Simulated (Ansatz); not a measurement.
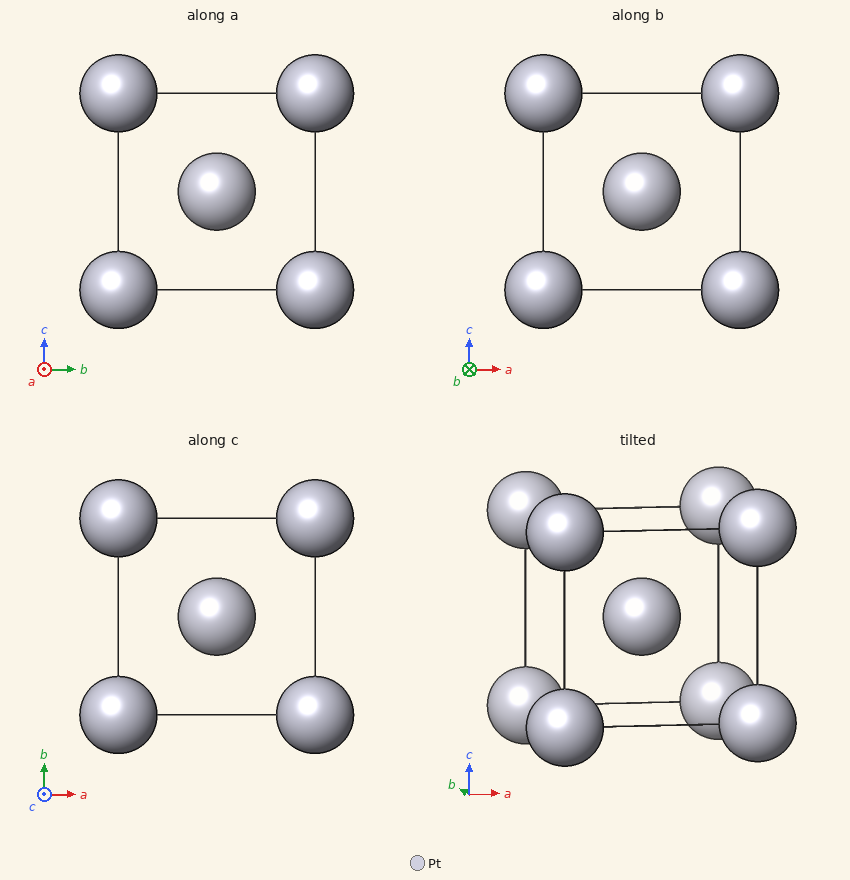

An orthographic spheres-only view of the structure, along the a axis, along the b axis, along the c axis and slightly off an axis. One conventional unit cell is outlined, and atoms on its boundary appear in each equivalent place.

Lattice parameters: a = 3.2305 Å, b = 3.2305 Å, c = 3.2305 Å, α = 90.000°, β = 90.000°, γ = 90.000°.

> Give the structure in the form of a CIF in P1 with every atom of the cell.

```cif
data_structure
_symmetry_space_group_name_H-M 'P 1'
_symmetry_Int_Tables_number 1
_cell_length_a 3.2305
_cell_length_b 3.2305
_cell_length_c 3.2305
_cell_angle_alpha 90.000
_cell_angle_beta 90.000
_cell_angle_gamma 90.000
_cell_volume 33.71
loop_
_atom_site_label
_atom_site_type_symbol
_atom_site_fract_x
_atom_site_fract_y
_atom_site_fract_z
_atom_site_occupancy
Pt1 Pt 0.0000 0.0000 0.0000 1
Pt2 Pt 0.5000 0.5000 0.5000 1
```

The model was built from a structure type filled with this element by a generator (whether the element takes this form wasn't checked). The final geometry of a relaxation with Ansatz, DFT, BLYP, plane waves (420 eV) with PAW, scalar-relativistic is shown.
